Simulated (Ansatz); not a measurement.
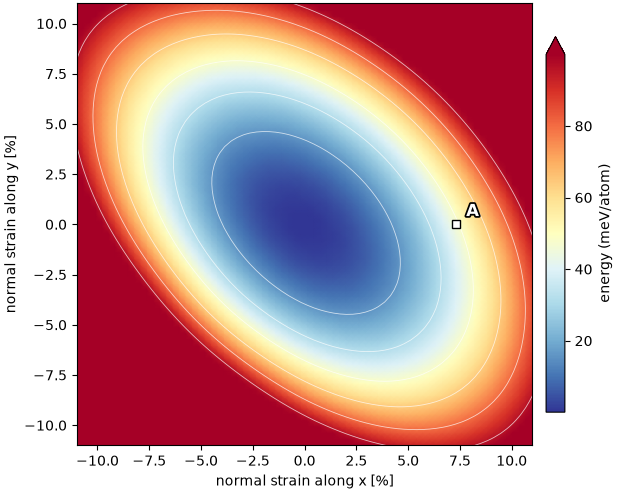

TiAl₃ (I4/mmm, No. 139; 4 atoms in the cell). 
- The energy is mapped over two homogeneous strains (x along [1 0 0], y along [0 1 0], z along [0 0 1] of the conventional cell).
- The first coordinate is: normal strain along x; the second: normal strain along y.
- Nothing is relaxed (fractional coordinates fixed).
- The scan uses a 7 × 7 grid; 28 points were computed and 21 follow by symmetry.
- Points are written as (first, second).
- All energies are given in meV/atom relative to the lowest grid point.
- Method: DFT PBE, scalar-relativistic, plane waves, PAW in Ansatz. Settings: cutoff 520 eV, k-mesh 14×14×14, gaussian smearing 0.15 eV, no spin polarisation.

In the figure: a smooth colour map with a few white contour lines, one colour for all values above the top of the scale, the point A. Between grid points the surface is interpolated.

Which way does the force act at A, and how strong is it?

Answer. A, at (7.3 %, 0.0 %), is not a stationary point. The computed force is 12 meV/atom for each 1 % towards smaller values of normal strain along x and 4.9 meV/atom for each 1 % towards smaller values of normal strain along y.

PAW datasets: the set soft_1.
